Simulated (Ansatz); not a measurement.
# Au/Be2C/Cd: conductance against the thickness of the layer, part 3 of 5

Aim: the conductance of Au/Be2C/Cd junctions as the barrier thickens. The lower electrode is Au fcc(111), the upper one Cd hcp(0001); the barrier is Be2C fluorite(111) (whole trilayers). In the first transport cell, after relaxation, the nearest pair of electrode and barrier is Au–Be at 2.50 Å, along the normal, at the lower face and Cd–Be at 3.41 Å, at a slant, too long for a bond, at the upper one. A gap without bonds adds to the barrier. All share a net of side 2.942 Å, which strains the lower electrode by +0.0 %, the upper one by -2.9 % and the barrier by -3.9 %, against typed lattice constants near PBE's. The first steps treat the bulk electrodes alone.

Ansatz 0.2.0; PBE DFT, plane waves, PAW files (the session's first sound run).

So far. Step 4 (Relaxing the interfaces): The largest force component on a free atom ends at 0.023 eV/Å. At one or more of this run's solves the program warned of density in the dipole ramp over its bound, where dipole, forces and levels can be off.

### 5. The open system: T(E)

This step: PBE DFT, plane waves, PAW files; ballistic transmission by layer matching between semi-infinite leads (Ansatz 0.2.0).

System of this step: Au/Be2C/Cd. The cell holds 28 atoms: 8 Au, 6 Be, 3 C and 11 Cd. Cell: a = 2.942 Å, b = 2.942 Å, c = 72.720 Å, α = 90.0°, β = 90.0°, γ = 120.0°. Regions: left electrode, 8 atoms (8 Au); barrier, 9 atoms (6 Be and 3 C); right electrode, 11 atoms (11 Cd). Vacuum lies along c.

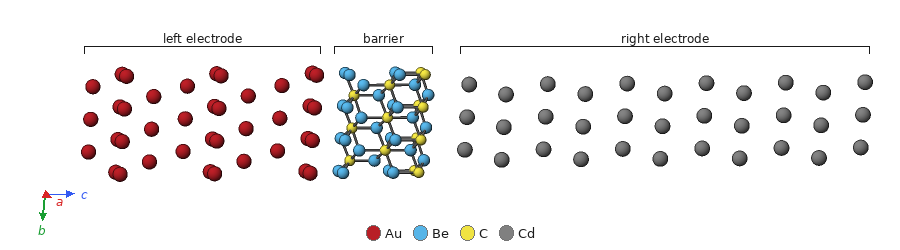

The cell of this step (gold red, beryllium blue, carbon yellow, cadmium grey). Bonds to atoms that aren't drawn are left out. 1×3×1 cells are drawn. Some periodic images of atoms are drawn too.

The relaxed core is set between ideal electrode layers (this cell holds 9 atomic planes between the electrodes; where that differs from the relaxed slab, whole periods were copied in or cut out without a new relaxation), which the solver continues as semi-infinite leads. A wide energy window on a coarse mesh (18×18) shows where the Fermi level lies against the barrier's bands; the projected density of states shows how far the metals' states reach in.

Input file input.yaml:

```yaml
crystal:
  lattice:
    - [2.942, 0.0, 0.0]
    - [-1.471, 2.5478467379, 0.0]
    - [0.0, 0.0, 72.7198234924]
  atoms:
    - { symbol: Au, position: [0.66666667, 0.33333333, 0.0962598596] }
    - { symbol: Au, position: [0.0, 0.0, 0.1292078042] }
    - { symbol: Au, position: [0.33333333, 0.66666667, 0.1621557488] }
    - { symbol: Au, position: [0.66666667, 0.33333333, 0.1951036934] }
    - { symbol: Au, position: [0.0, 0.0, 0.228051638] }
    - { symbol: Au, position: [0.33333333, 0.66666667, 0.2609995826] }
    - { symbol: Au, position: [0.66666667, 0.33333333, 0.2939475273] }
    - { symbol: Au, position: [0.0, 0.0, 0.3279442999] }
    - { symbol: Be, position: [0.0, 0.0, 0.3623293694] }
    - { symbol: C, position: [0.33333333, 0.66666667, 0.3716270782] }
    - { symbol: Be, position: [0.66666667, 0.33333333, 0.3792741466] }
    - { symbol: Be, position: [0.33333333, 0.66666667, 0.3974990077] }
    - { symbol: C, position: [0.66666667, 0.33333333, 0.406545618] }
    - { symbol: Be, position: [0.0, 0.0, 0.4148607315] }
    - { symbol: Be, position: [0.66666667, 0.33333333, 0.4329868254] }
    - { symbol: C, position: [0.0, 0.0, 0.4415448487] }
    - { symbol: Be, position: [0.33333333, 0.66666667, 0.449101063] }
    - { symbol: Cd, position: [0.66666667, 0.33333333, 0.4897583621] }
    - { symbol: Cd, position: [0.33333333, 0.66666667, 0.5305086478] }
    - { symbol: Cd, position: [0.66666667, 0.33333333, 0.5719788137] }
    - { symbol: Cd, position: [0.33333333, 0.66666667, 0.6134489795] }
    - { symbol: Cd, position: [0.66666667, 0.33333333, 0.6549191454] }
    - { symbol: Cd, position: [0.33333333, 0.66666667, 0.6963893112] }
    - { symbol: Cd, position: [0.66666667, 0.33333333, 0.737859477] }
    - { symbol: Cd, position: [0.33333333, 0.66666667, 0.7793296429] }
    - { symbol: Cd, position: [0.66666667, 0.33333333, 0.8207998087] }
    - { symbol: Cd, position: [0.33333333, 0.66666667, 0.8622699746] }
    - { symbol: Cd, position: [0.66666667, 0.33333333, 0.9037401404] }
kpoints:
  mp_grid: { grid: [12, 12, 1] }
scf:
  occupations: { method: fermi_dirac, width: 0.1 }
  max_iter: 150
hamiltonian:
  xc: pbe
output:
  transmission:
    kmesh: [18, 18]
    e_range: [-3, 3]
    de: 0.1
    leads: [[3, 4], [22, 24]]
  dos: { projected: true, e_range: [-6, 5], de: 0.05 }
  write_potential: true
  write_density: true
  volumetric_format: npy
  elf: true
```

Launch:

```console
> ansatz run input.yaml --threads 4 --pin off --max-ram 10240MiB --backend cpu --events-out ev --progress --plain --runs-dir out
```

Numbers of over 12 decimals in the logs are rounded to 6 here.

What it wrote:

```text
[...]
Crystal: 28 atoms, lattice volume = 545.091 Å³
Basis set: ecut = 420 eV, 10515 PW (Γ)
Bands: 238, of which v1, the nominal top of the filled ones, is band 198 counted from 1 (197 counted from 0)
Symmetry: 6 space group operations
[...]
k-points: 19 of 144 (time reversal used)
[...]
SCF iter   1: F=—  HF=-197303.235906 eV  |F-HF|=—  |Δ(HF+E_count)|=         —  Δρ=3.97e-3  dr2=9.90e0  ethr=1.77e-3  ⟨swp⟩=7.0  Hψ=18408  notcnv=0  defer=300
[...]
SCF iter   8: F=-197303.089673 eV  HF=-197303.089673 eV  |F-HF|=4.05e-8  |Δ(HF+E_count)|=   1.02e-8  Δρ=2.00e-6  dr2=6.39e-8  ethr=2.53e-11  ⟨swp⟩=15.2  Hψ=21080  notcnv=0
SCF 1 converged in 8 iterations: F = -197303.089673 eV  dr2 = 6.39e-8
[...]
transmission: 227 of 2257 steps passed
transmission: 455 of 2257 steps passed
[...]
transmission: 2257 of 2257 steps passed
WARN: The output density's exchange-correlation potential varies sharply where the density is thin. Do not read a vacuum level from v_tot or v_xc, or from such a field of the output density. On a cell that repeats whose density bears no net charge and no dipole along the vacuum's axis use v_es (v_loc + v_h of the components); under efield.dipole_correction with no amplitude use v_es + v_field, which holds any externa [...]
SCF converged after 8 iterations
Free energy (F): -197303.089673 eV
[...]
Internal energy: -197302.890739 eV  (E = F + TS)
E sigma→0 (E₀):  -197302.990206 eV
Entropy (-TS):   -0.198934 eV (-7.105 meV/atom)
Fermi energy:    11.604211 eV
[...]
--- Band table (eV; the first three rows and the last of 19) ---
  k-point 0: bands = [... 194 lower, 9.6797, 9.6797, 10.0145, 10.5575, 10.8773, 10.8773, 11.2505, 11.4557, ... 36 higher]
  k-point 1: bands = [... 194 lower, 9.7650, 10.0452, 10.2331, 10.4994, 10.5093, 10.8143, 11.0041, 11.2503, ... 36 higher]
  k-point 2: bands = [... 194 lower, 9.7349, 9.7959, 10.0354, 10.2280, 10.4021, 10.5774, 10.7219, 11.1851, ... 36 higher]
  k-point 18: bands = [... 194 lower, 12.8816, 12.9084, 13.0630, 13.1712, 13.3666, 13.4599, 13.5021, 13.6915, ... 36 higher]
--- Transmission ---
  basis      : 61 plane waves across, 61 finite elements along
  points     : 37, standing for a mesh of 18 x 18
  energies   : 61 from -3.000000 to 3.000000 eV about the Fermi level, 0.100000 eV apart; the leads are filled to 0.000000 eV, and channels, transmission and decay are at 0.000000 eV
  crystal 0  : Au1, at the sites [3, 4], period 2.3960 Å, over 16.77 Å; its Hamiltonian steps by up to 21.5 meV
    offset         : up to 0.0000 Å between an atom of the period and one for which it stands
    channels       : 8.055556e-1 a spin
    conductance    : none, the energies end too early or step too widely for 300 K: set another output.transmission.e_range or a lower de, or, where they end at an eighth of basis.ecutwfc, a higher one
    slowest decay  : 0.0648 /Å at (0.0556, 0.0000)
  crystal 1  : Cd2, at the sites [22, 24], period 6.0314 Å, over 30.16 Å; its Hamiltonian steps by up to 39.5 meV: too much for a lead, lay more layers or, if its atoms are ordered, name the step of that order
[...]
channels       : 5.401235e-1 a spin
[...]
slowest decay  : 0.0112 /Å at (0.2778, 0.0556)
  junction   : crystal 0 to crystal 1, 14.69 to 49.13 Å
    transmission   : 1.215196e-1 a spin
[...]
```

Wall time 3.9 min (4 threads of Arm Neoverse V1, shared host); peak memory 4.3 GiB.

Numbers from this step:

```yaml
free_energy: -197303.0897 eV
fermi_energy: 11.60 eV
level_to_which_the_leads_are_filled: 0 eV from the Fermi level
transmission_at_the_fermi_level_a_spin_zone_mean: 0.1215
channels_of_the_lower_lead: 0.8056
channels_of_the_upper_lead: 0.5401
potential_step_in_the_lower_lead: 21.5 meV
potential_step_in_the_upper_lead: 39.5 meV
```

One spin. Table of transmission, zone mean by energy, zero at the Fermi level:

```csv
energy (eV),"transmission, zone mean"
-3.000,0.283
-2.800,0.387
-2.500,0.352
-2.400,0.385
-2.000,0.157
-1.700,0.216
-1.500,0.170
-1.000,0.187
-0.800,0.207
-0.500,0.203
0.000,0.122
0.500,0.0685
1.000,0.0440
1.500,0.0316
2.000,0.0338
2.500,0.0246
3.000,0.0270
```

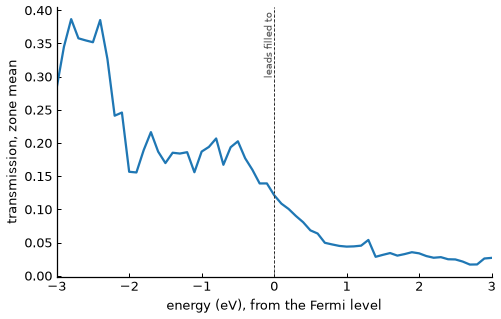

Transmission, zone mean, plotted against energy.

One spin. Open channels, zone mean against energy, zero at the Fermi level:

| energy (eV) | lower lead | upper lead |
| --- | --- | --- |
| -3.0000 | 2.02 | 0.559 |
| -2.8000 | 1.78 | 0.577 |
| -2.5000 | 1.80 | 0.577 |
| -2.3000 | 1.78 | 0.596 |
| -2.0000 | 1.91 | 0.577 |
| -1.8000 | 1.02 | 0.586 |
| -1.5000 | 0.522 | 0.679 |
| -1.3000 | 0.577 | 0.660 |
| -1.0000 | 0.670 | 0.670 |
| -0.8000 | 0.670 | 0.633 |
| -0.5000 | 0.713 | 0.651 |
| -0.3000 | 0.824 | 0.614 |
| 0.0000 | 0.806 | 0.540 |
| 0.2000 | 0.806 | 0.540 |
| 0.5000 | 0.806 | 0.614 |
| 0.7000 | 0.880 | 0.738 |
| 1.0000 | 0.880 | 0.873 |
| 1.2000 | 0.870 | 0.873 |
| 1.5000 | 0.870 | 1.05 |
| 1.7000 | 0.889 | 1.06 |
| 2.0000 | 0.889 | 1.03 |
| 2.2000 | 0.796 | 1.16 |
| 2.5000 | 0.815 | 1.22 |
| 2.7000 | 0.796 | 1.19 |
| 3.0000 | 1.10 | 1.08 |

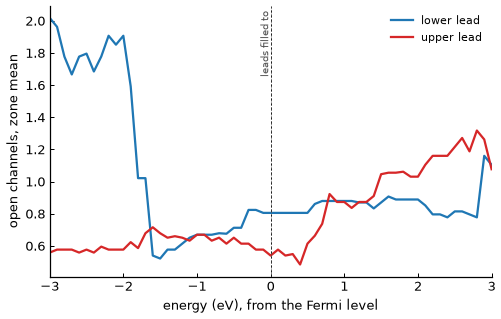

Open channels, zone mean against energy.

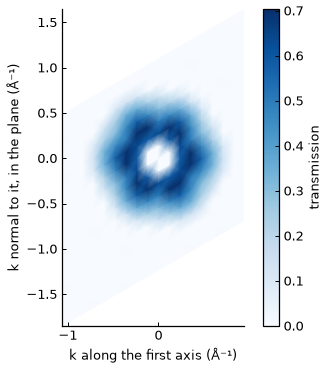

Transmission over k1 and k2. At 0.0000 eV from the Fermi level.

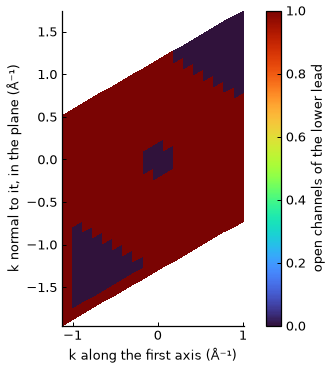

Open channels of the lower lead over k1 and k2. At 0.0000 eV from the Fermi level.

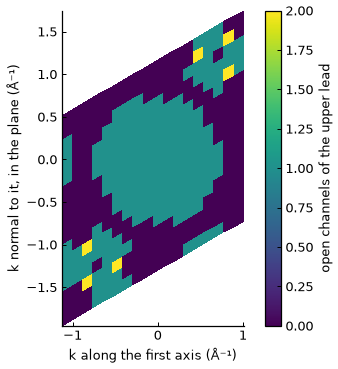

Open channels of the upper lead over k1 and k2. At 0.0000 eV from the Fermi level.

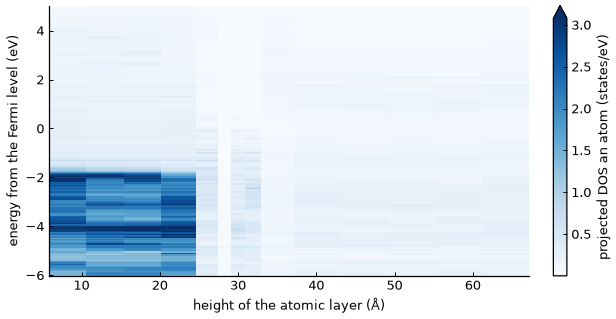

Projected DOS an atom over height of the atomic layer and energy from the Fermi level. Layers: Au Au Au Au Au Au Au Au Be C Be Be C Be Be C Be Cd Cd Cd Cd Cd Cd Cd Cd Cd Cd Cd; projections on atoms miss part of the total, and the computed bands can run out at the top of the range; a column is the mean of 2 neighbouring layers, the last of those left over.

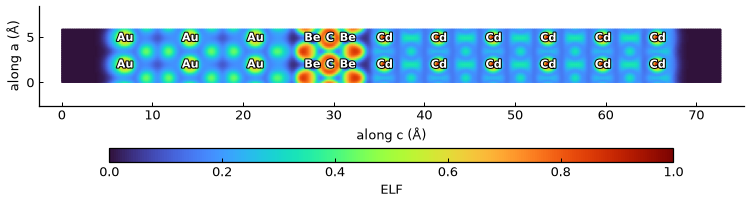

ELF in the ca plane at fractional y = 0.333, with atoms of Au and Be and C and Cd within 0.2 Å of it. It is the smooth field of the valence electrons, not physical close to the nuclei.

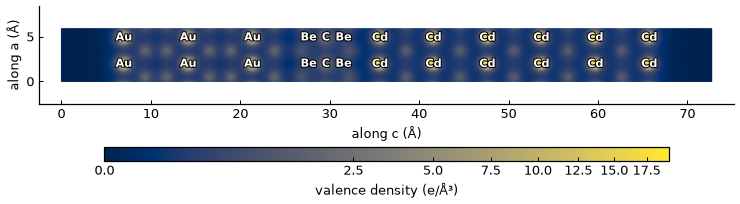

Valence density in the ca plane at fractional y = 0.333, with atoms of Au and Be and C and Cd within 0.2 Å of it. It is the smooth field of the valence electrons, not physical close to the nuclei. The colour scale is stretched toward low values.

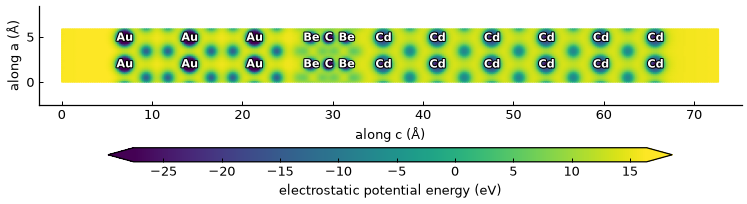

Electrostatic potential energy in the ca plane at fractional y = 0.333, with atoms of Au and Be and C and Cd within 0.2 Å of it. With pseudopotentials it is smooth inside the atoms' cores, unlike the true potential.

At the Fermi level the transmission is 0.12, as a zone mean for one spin on this coarse mesh. At the Fermi level the layers of this cell's barrier hold from 8.1e-4 to 0.29 states an eV and atom. In the worse lead the potential repeats within 40 meV, which the program flags as too much for a lead, so G carries that doubt.

### 6. Conductance, atomic planes in the barrier 6, gap between the electrodes 9.19 Å

System of this step: Au/Be2C/Cd. The cell holds 25 atoms: 8 Au, 4 Be, 2 C and 11 Cd. Its edges and angles: a = 2.942 Å, b = 2.942 Å, c = 70.139 Å, α = 90.0°, β = 90.0°, γ = 120.0°. Regions: left electrode, 8 atoms (8 Au); barrier, 6 atoms (4 Be and 2 C); right electrode, 11 atoms (11 Cd). Vacuum lies along c.

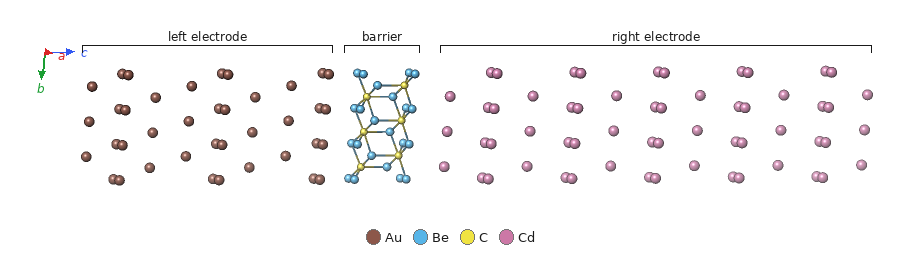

The cell of this step (gold brown, beryllium blue, carbon yellow, cadmium pink). Bonds to atoms that aren't drawn are left out. 1×3×1 cells are drawn. Some periodic images of atoms are drawn too.

The conductance needs T(E) within ten thermal energies of the Fermi level, on steps under 1.5 kT, and a finer mesh (30×30), since the current can rest on few wavevectors.

Input file input.yaml:

```yaml
crystal:
  lattice:
    - [2.942, 0.0, 0.0]
    - [-1.471, 2.5478467379, 0.0]
    - [0.0, 0.0, 70.139155651]
  atoms:
    - { symbol: Au, position: [0.66666667, 0.33333333, 0.0998016006] }
    - { symbol: Au, position: [0.0, 0.0, 0.1339618168] }
    - { symbol: Au, position: [0.33333333, 0.66666667, 0.1681220329] }
    - { symbol: Au, position: [0.66666667, 0.33333333, 0.202282249] }
    - { symbol: Au, position: [0.0, 0.0, 0.2364424651] }
    - { symbol: Au, position: [0.33333333, 0.66666667, 0.2706026813] }
    - { symbol: Au, position: [0.66666667, 0.33333333, 0.3047628974] }
    - { symbol: Au, position: [0.0, 0.0, 0.3400105317] }
    - { symbol: Be, position: [0.0, 0.0, 0.3756607496] }
    - { symbol: C, position: [0.33333333, 0.66666667, 0.385300554] }
    - { symbol: Be, position: [0.66666667, 0.33333333, 0.3932289851] }
    - { symbol: Be, position: [0.33333333, 0.66666667, 0.4121244034] }
    - { symbol: C, position: [0.66666667, 0.33333333, 0.4209973067] }
    - { symbol: Be, position: [0.0, 0.0, 0.4288315408] }
    - { symbol: Cd, position: [0.33333333, 0.66666667, 0.4709847659] }
    - { symbol: Cd, position: [0.0, 0.0, 0.5132343989] }
    - { symbol: Cd, position: [0.33333333, 0.66666667, 0.556230399] }
    - { symbol: Cd, position: [0.0, 0.0, 0.599226399] }
    - { symbol: Cd, position: [0.33333333, 0.66666667, 0.6422223991] }
    - { symbol: Cd, position: [0.0, 0.0, 0.6852183991] }
    - { symbol: Cd, position: [0.33333333, 0.66666667, 0.7282143992] }
    - { symbol: Cd, position: [0.0, 0.0, 0.7712103992] }
    - { symbol: Cd, position: [0.33333333, 0.66666667, 0.8142063993] }
    - { symbol: Cd, position: [0.0, 0.0, 0.8572023993] }
    - { symbol: Cd, position: [0.33333333, 0.66666667, 0.9001983994] }
kpoints:
  mp_grid: { grid: [12, 12, 1] }
scf:
  occupations: { method: fermi_dirac, width: 0.1 }
  max_iter: 150
hamiltonian:
  xc: pbe
output:
  transmission:
    kmesh: [30, 30]
    e_range: [-0.26, 0.27]
    de: 0.0375
    leads: [[3, 4], [19, 21]]
```

What it wrote:

```text
[...]
Crystal: 25 atoms, lattice volume = 525.747 Å³
Basis set: ecut = 420 eV, 10135 PW (Γ)
Bands: 233, of which v1, the nominal top of the filled ones, is band 194 counted from 1 (193 counted from 0)
Symmetry: 6 space group operations
[...]
k-points: 19 of 144 (time reversal used)
[...]
SCF iter   1: F=—  HF=-196866.157842 eV  |F-HF|=—  |Δ(HF+E_count)|=         —  Δρ=4.15e-3  dr2=9.95e0  ethr=1.77e-3  ⟨swp⟩=6.8  Hψ=17644  notcnv=0  defer=239
[...]
SCF iter   8: F=-196866.007172 eV  HF=-196866.007172 eV  |F-HF|=3.32e-8  |Δ(HF+E_count)|=   3.25e-8  Δρ=2.43e-6  dr2=5.54e-8  ethr=2.58e-11  ⟨swp⟩=14.4  Hψ=20044  notcnv=0
SCF 1 converged in 8 iterations: F = -196866.007172 eV  dr2 = 5.54e-8
[...]
transmission: 543 of 5369 steps passed
transmission: 1074 of 5369 steps passed
[...]
transmission: 5369 of 5369 steps passed
SCF converged after 8 iterations
Free energy (F): -196866.007172 eV
[...]
Internal energy: -196865.811578 eV  (E = F + TS)
E sigma→0 (E₀):  -196865.909375 eV
Entropy (-TS):   -0.195594 eV (-7.824 meV/atom)
Fermi energy:    11.665975 eV
[...]
--- Band table (eV; the first three rows and the last of 19) ---
  k-point 0: bands = [... 190 lower, 9.5896, 9.5905, 9.7413, 9.7413, 9.9673, 10.5564, 11.2373, 11.2996, ... 35 higher]
  k-point 1: bands = [... 190 lower, 9.5989, 9.7528, 9.7603, 10.0499, 10.4859, 10.6649, 10.9149, 10.9342, ... 35 higher]
  k-point 2: bands = [... 190 lower, 9.7817, 9.7819, 10.0206, 10.1818, 10.3043, 10.3833, 10.7272, 11.1979, ... 35 higher]
  k-point 18: bands = [... 190 lower, 12.9475, 12.9829, 13.1314, 13.2355, 13.4351, 13.5320, 13.5640, 13.7753, ... 35 higher]
--- Transmission ---
  basis      : 61 plane waves across, 59 finite elements along
  points     : 91, standing for a mesh of 30 x 30
  filling    : by the input's occupations and mesh, since the crystals that have channels conduct as metals do. If one of these is a semiconductor, that mesh has misplaced its level
[...]
filled         : 61.3 meV under the level at which it is neutral
    channels       : 7.833333e-1 a spin
    conductance    : 8.1149e14 S/m² at 300 K; may be off by some 0.0 % by where its bands' edges are placed, 3.7 % from the k-mesh, 0.1 % from the distance to neutral
    slowest decay  : 0.0268 /Å at (0.0667, 0.0000)
[...]
filled         : 9.7 meV over the level at which it is neutral
    channels       : 5.611111e-1 a spin
[...]
slowest decay  : 0.0521 /Å at (0.3667, 0.1000)
  junction   : crystal 0 to crystal 1, 14.69 to 49.57 Å
    transmission   : 1.666635e-1 a spin
    conductance    : 1.7240e14 S/m² at 300 K (1.6378e14 on every other point, 1.7243e14 on every other energy)
    error estimate : 0.0 % from the energy spacing and 0.0 % from band edges of the leads and from resonances (wavevectors taken as independent; lower de), 6.8 % from the k-mesh, 12.6 % from the steps of its leads' Hamiltonians or their offsets (lay more layers), 1.7 % from the distance to neutral
    resistance     : 4.3158e-3 Ω µm² beyond half of each lead's own
```

The job ended after 2.8 min (4 threads; peak memory 3.4 GiB).

Numbers from this step:

- free energy: -196866.0072 eV
- Fermi energy: 11.67 eV
- transmission at the Fermi level (a spin, zone mean): 0.1667
- channels of the lower lead: 0.7833
- channels of the upper lead: 0.5611
- potential step in the lower lead: 21.2 meV
- ballistic conductance of the lower lead: 8.11e14 S/m²
- potential step in the upper lead: 91 meV
- ballistic conductance of the upper lead: 5.76e14 S/m²
- junction conductance: 1.72e14 S/m²
- error estimates by source, in the log's order: 0, 0, 6.8, 12.6, 1.7 %
- resistance-area product beyond the leads: 0.004316 Ω um²

One spin. Transmission, zone mean against energy, zero at the Fermi level:

```csv
energy (eV),"transmission, zone mean"
-0.260,0.179
-0.223,0.176
-0.185,0.189
-0.147,0.183
-0.110,0.179
-0.072,0.175
-0.035,0.170
0.003,0.167
0.040,0.159
0.077,0.167
0.115,0.163
0.152,0.160
0.190,0.159
0.228,0.157
0.265,0.147
```

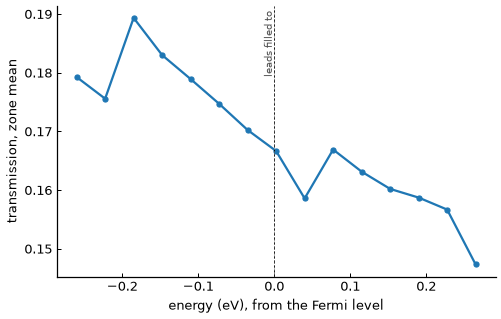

Transmission, zone mean against energy.

One spin. The open channels, zone mean by energy, zero at the Fermi level:

| energy (eV) | lower lead | upper lead |
| --- | --- | --- |
| -0.260 | 0.79 | 0.568 |
| -0.223 | 0.79 | 0.568 |
| -0.185 | 0.79 | 0.581 |
| -0.147 | 0.79 | 0.568 |
| -0.110 | 0.79 | 0.548 |
| -0.072 | 0.79 | 0.548 |
| -0.035 | 0.79 | 0.548 |
| 0.003 | 0.783 | 0.561 |
| 0.040 | 0.783 | 0.561 |
| 0.077 | 0.783 | 0.548 |
| 0.115 | 0.783 | 0.561 |
| 0.152 | 0.797 | 0.574 |
| 0.190 | 0.817 | 0.601 |
| 0.228 | 0.83 | 0.574 |
| 0.265 | 0.857 | 0.574 |

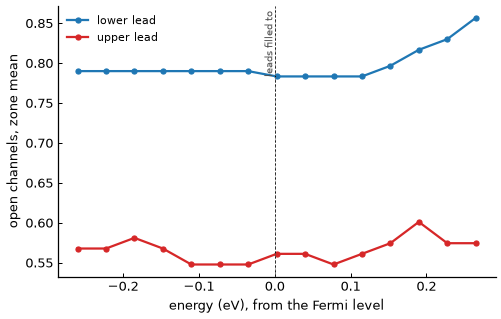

Open channels, zone mean, plotted against energy.

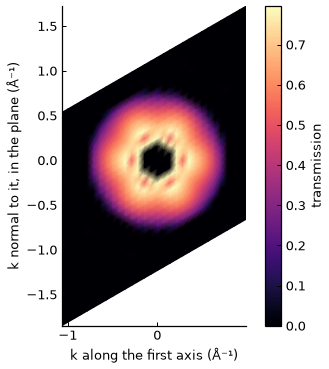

Transmission over k1 and k2. At 0.0025 eV from the Fermi level.

G = 1.7e14 S/m² (1/G = 0.00580 Ω µm²). The largest error estimate is 13 %, from the leads' potential steps. In the worse lead the potential repeats within 91 meV, which the program flags as too much for a lead, so G carries that doubt. By hand, Landauer's formula with T at one energy: G = (e²/h) ΣT / A = 3.874e-5 S × 0.333 / 7.496 Å² = 1.7e14 S/m², with T summed over both spins. The printed value averages T over the Fermi window and is 1.0 times this.

(Continued in part 4 of 5.)

[Logs are printed without paths, hosts, clocks, repeated set-up lines and the standing remarks that a program may print on its own settings, such as how far it seeks lower states.]

[Hosts, paths, dates, database ids (printed as entryN), source tags and the programs' standing remarks are cut or masked in the printed files.]
